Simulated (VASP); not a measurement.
# YB6 (Pm-3m) scaled by ±6 % in volume: pressure and energy with r2SCAN + rVV10

We have to decide how far to compress YB6 in a press whose anvils we limit to 10 GPa. The experiment needs a cubic edge at least 1 % shorter than at zero pressure, so that changes in the metal are large enough to follow. The sample face is 1 mm², and the load on it may not exceed 10 kN. These limits are our own choice.

The table gives the pressure and the energy of the static crystal at seven volumes. Volume changes are counted from the fitted equilibrium volume of 9.76 Å³ per atom, and energies from the lowest point of the series. Positive pressure means compression. The rows with negative pressure describe a crystal under tension, which a press cannot produce, but they help to fix the stiffness.

## Computational details

A cell from a diffraction database, relaxed at this level and then scaled evenly, fractional positions kept. VASP 6.6.1, plane waves with PAW, r2SCAN + rVV10, cutoff 420 eV, k mesh 7×7×7, no spin polarisation, no spin-orbit coupling, static lattice. A Birch-Murnaghan fit to the energies has its minimum at 9.76 Å³ per atom.

Notes on method and selection:

- The pressure is that of a finite plane-wave basis, so it need not vanish exactly at the minimum of the energy.
- Only series whose fit has its minimum inside the range and an error under 0.5 meV per atom are shown.
- Where rows or columns differ in functional or spin-orbit coupling, non-spherical gradient terms in the PAW spheres (LASPH) may be on in some and off in others.
- Runs that did not converge, have known faults or may not be shown are not listed, and runs on Ansatz's PAW sets soft_1 and soft_2 are kept to separate tables.

Columns:

- volume change (%): volume relative to the fitted equilibrium volume.
- pressure (GPa): pressure from the stress tensor (positive: compressed).
- energy (meV/atom): energy per atom above the lowest point of the series.

Input lines of one member:

```
PREC = Accurate
ENCUT = 420
EDIFF = 1E-06
NELM = 100
ISMEAR = 0
SIGMA = 0.05
LREAL = .FALSE.
ALGO = Normal
METAGGA = R2SCAN
LUSE_VDW = .TRUE.
IVDW_NL = 2
BPARAM = 11.95
CPARAM = 0.0093
LASPH = .TRUE.
NBANDS = 21
```

Command (options for logging and memory left out): `mpirun -np 4 vasp_std`

## Computed values

| member | volume change (%) | pressure (GPa) | energy (meV/atom) |
| --- | --- | --- | --- |
| 9.17 Å³ | −6.03 | 12.64 | 22.26 |
| 9.37 Å³ | −4.03 | 8.04 | 9.65 |
| 9.56 Å³ | −2.04 | 3.85 | 2.38 |
| 9.76 Å³ | −0.04 | 0.01 | 0.00 |
| 9.95 Å³ | 1.96 | −3.49 | 2.09 |
| 10.15 Å³ | 3.96 | −6.69 | 8.25 |
| 10.34 Å³ | 5.96 | −9.62 | 18.15 |

pressure (GPa) against volume change (%):

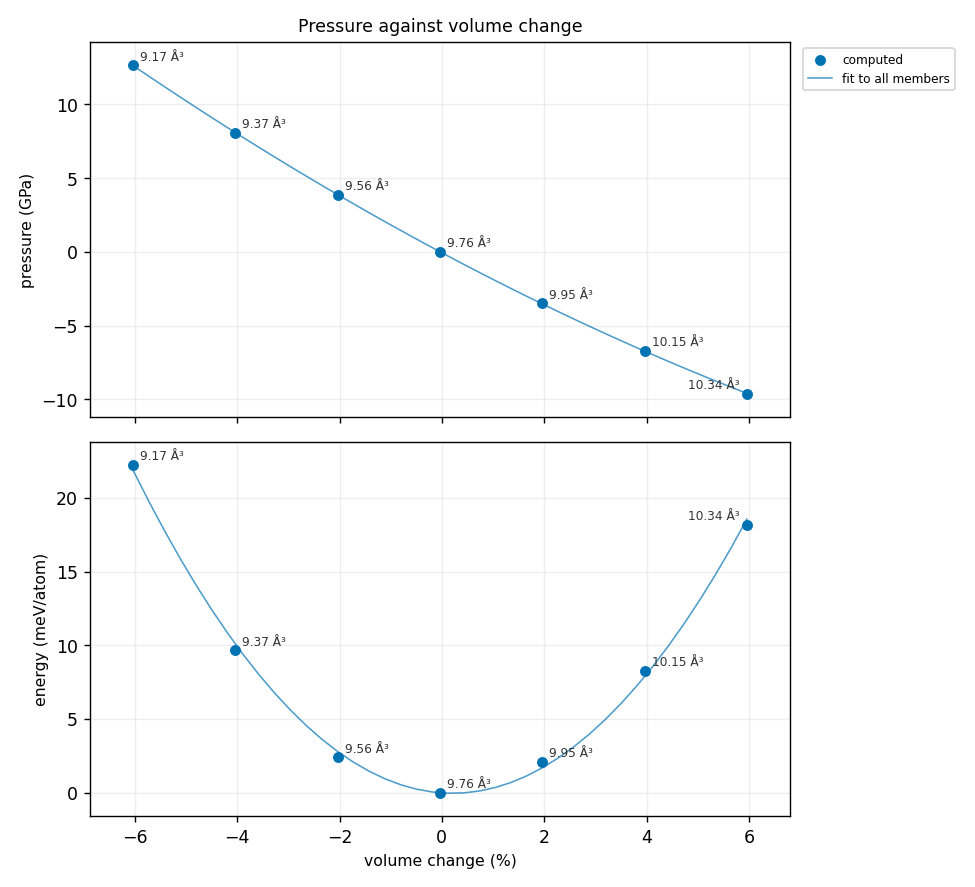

Least-squares fits to the whole series, with x = volume change (%); R² and errors in the fitted variable (y, or ln y where the fit is in ln y):

| y | members | fit | R² | rms residual | leave-one-out rms | the same for the mean of the others |
| --- | --- | --- | --- | --- | --- | --- |
| pressure (GPa) | 7 | y = −0.061673 − 1.8483 x + 0.041957 x² | 1.00 | 0.030 | 0.079 | 8.7 |
| energy (meV/atom) | 7 | y = −0.02429 − 0.2358 x + 0.5625 x² | 1.00 | 0.38 | 1.0 | 9.2 |

## Mechanism

The pressure falls steadily as the cell grows, from 12.64 GPa at −6.03 % to −9.62 GPa at +5.96 %. Around equilibrium the size of the slope is (3.85 + 3.49) / (1.96 + 2.04) = 1.84 GPa per per cent of volume, which corresponds to a bulk modulus of 1.84 × 100 = 184 GPa.

The slope is not constant. Between the two most compressed rows it is (12.64 − 8.04) / (6.03 − 4.03) = 2.30 GPa per per cent, and between the two most expanded (9.62 − 6.69) / (5.96 − 3.96) = 1.47. To second order p = −B₀x + ½B₀(1 + B₀′)x², with x the fractional volume change. The printed pressure fit then gives B₀′ = 2 × 0.041957 × 10000 / (1.8483 × 100) − 1 = 3.54, so the bulk modulus rises by about 3.5 GPa for each GPa applied.

The energy follows from the same stiffness, because pressure is minus the slope of energy against volume. It rises roughly as the square of the volume change, and more steeply on compression: 22.26 meV per atom at −6.03 % against 18.15 at +5.96 %.

The lopsided curve is what bonding in solids leads us to expect. Shortening a bond raises the kinetic energy of the electrons and the repulsion between closed shells quickly, whereas the attraction fades more gently when the bond is stretched. In YB6 the stiffness should come mainly from the covalent boron network, in which octahedra are linked by further B–B bonds. Yttrium sits in the cages and gives up most of its valence electrons to that network.

## Members off the line

No row leaves the trend. The energy difference between the two most compressed rows implies a mean pressure of 100 × (22.26 − 9.65) / ((6.03 − 4.03) × 9.76 × 6.24) = 10.4 GPa, with 1 GPa Å³ = 6.24 meV. The stress tensor gives (12.64 + 8.04) / 2 = 10.34 GPa, so the two columns agree.

The parabola fitted to the energy misses by 0.38 meV per atom (rms) because it has no cubic term; this is a fault of the fitted form.

One bias is shared by all the strained rows. The boron positions were not relaxed, and the remaining forces push boron away from the centre of its octahedron in the compressed cells and towards it in the expanded ones. Relaxation would lower these energies and bring the pressures closer to zero, by roughly a few per cent.

## Meeting the brief

The edge follows from the volume as a/a₀ = (1 + x)^(1/3), and the load from F = pA with A = 1 mm², so that 1 GPa corresponds to 1 kN. This assumes that the sample is pressed equally from all sides, as in the calculation.

- **9.17 Å³:** 100 × (1 − (1 − 6.03 / 100)^(1/3)) = 2.05, so the edge is 2.05 % shorter. The load is 12.64 kN, above the limit.
- **9.37 Å³:** 100 × (1 − (1 − 4.03 / 100)^(1/3)) = 1.36, so the edge is 1.36 % shorter. The load is 8.04 kN, and both conditions are met.
- **9.56 Å³:** 100 × (1 − (1 − 2.04 / 100)^(1/3)) = 0.68, so the edge is 0.68 % shorter. The load is only 3.85 kN, but the compression is too small.

The equilibrium row and the three expanded rows offer no useful compression. We therefore pick 9.37 Å³ per atom, at 8.04 GPa. The runner-up is 9.56 Å³, which is safe for the anvils but misses the required shortening.

The brief could also be met at a lower pressure. An edge exactly 1 % shorter means a volume change of 100 × ((1 − 0.01)³ − 1) = −2.97 %, for which the printed fit gives −0.06 + 1.8483 × 2.97 + 0.041957 × 2.97² = 5.80 GPa. The working window is thus about 5.8 to 10 GPa, and the pick lies well inside it.

For a functional of this kind we allow a rough error of 10 % in the stiffness. The pick then needs at most 8.04 × 1.1 = 8.84 GPa, while 9.17 Å³ still needs at least 12.64 × 0.9 = 11.4 GPa. To overturn the pick, the true pressure would have to be 10 / 8.04 = 1.24 times the calculated one. A change of crystal structure under load would also overturn it, since every row keeps the cubic cell.

The target is a relative shortening, so an error in the equilibrium volume largely drops out. If a fixed edge length were required instead, a true equilibrium volume 1 % larger would put the pick at a volume change of 100 × ((1 − 4.03 / 100) / (1 + 0.01) − 1) = −4.98 %. With the same stiffness, the printed fit then gives −0.06 + 1.8483 × 4.98 + 0.041957 × 4.98² = 10.2 GPa, just above the limit.

## Conclusions and limits

Within about 6 % of the equilibrium volume, a bulk modulus near 184 GPa that stiffens under compression describes the cubic crystal well. The quadratic pressure fit predicts a left-out row to 0.079 GPa (rms), against 8.7 GPa for the mean of the others.

We know of no omitted effect as large as the 22 GPa spanned by the table. The largest is probably lattice vibration. With so much light boron, zero-point motion should add roughly 1 to 2 GPa at fixed volume, and warming adds a little more. Both enlarge the equilibrium cell. Much of this cancels when compression is counted from the sample's own zero-pressure edge, as it is in our brief.

[Logs are printed without paths, hosts, clocks, repeated set-up lines and the standing remarks that a program may print on its own settings, such as how far it seeks lower states.]
